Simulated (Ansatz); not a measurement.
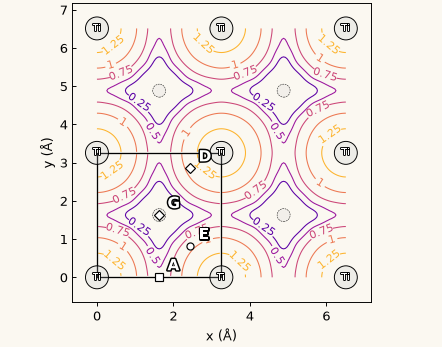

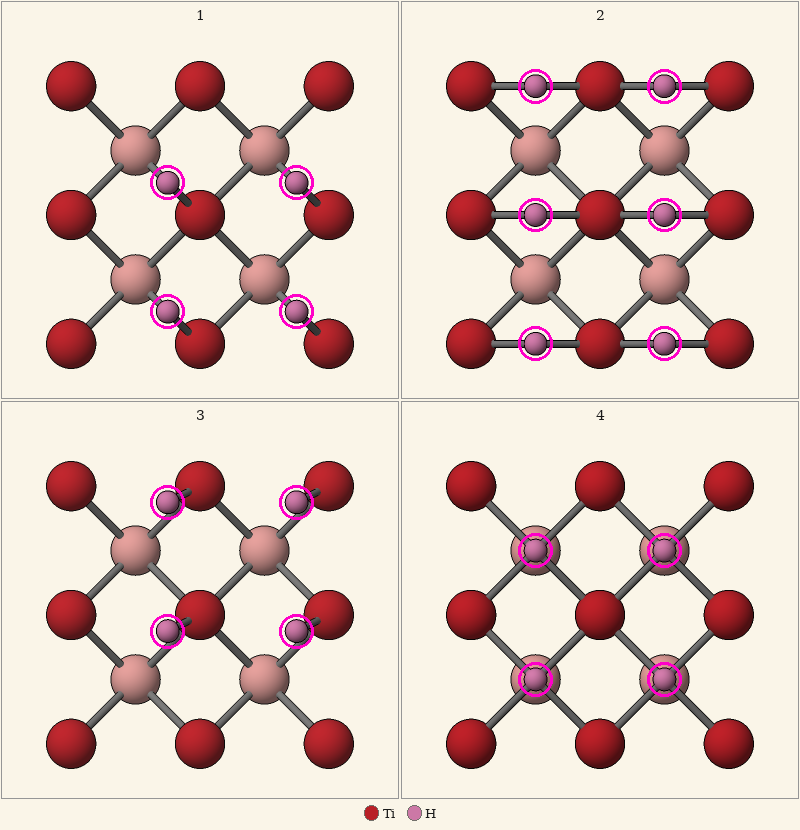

H on a Ti(100) slab cut from the Im-3m phase, its upper half relaxed before the scan (4 atoms of substrate and one adsorbate in a 1 × 1 cell). H is moved over the surface cell; relaxed at each place: the height of the adsorbate's atoms; substrate rigid; the origin of the map has the adsorbate above Ti4. Places are given modulo a cell vector. The map is drawn in real space over the plane of the surface. Grid: 8 × 8 points; 15 points were computed and 49 follow by symmetry. Energies: eV, counted from the lowest grid point. With one adsorbate in each 1 × 1 cell, its nearest image is 3.3 Å away, so neighbouring adsorbates interact. All numbers below come from Ansatz, DFT PBE, scalar-relativistic, plane waves, PAW. Settings: cutoff 420 eV, k-mesh 8×8×1, gaussian smearing 0.1 eV, no spin polarisation.

The picture shows contour lines labelled in eV, labelled circles for the atoms of the top layer and small ones for the second layer, the outline of one cell of the 2 × 2 shown, lettered points. Between grid points the surface is interpolated. The numbered pictures are the structures at these points, in random order. Rings mark the moved atoms.

### Which structure belongs to which point?

A is structure 2: a bridge site between two Ti atoms, (4/8, 0/8) of the cell vectors, 0.53 eV; D is structure 3: (6/8, 7/8) of the cell vectors [nearest 1 Ti at 1.75 Å], 1.09 eV; E is structure 1: (6/8, 2/8) of the cell vectors [nearest 1 Ti at 1.76 Å], 0.92 eV; G is structure 4: a fourfold hollow over a second-layer Ti atom, (4/8, 4/8) of the cell vectors, 0.00 eV.

PAW datasets: the set soft_1.
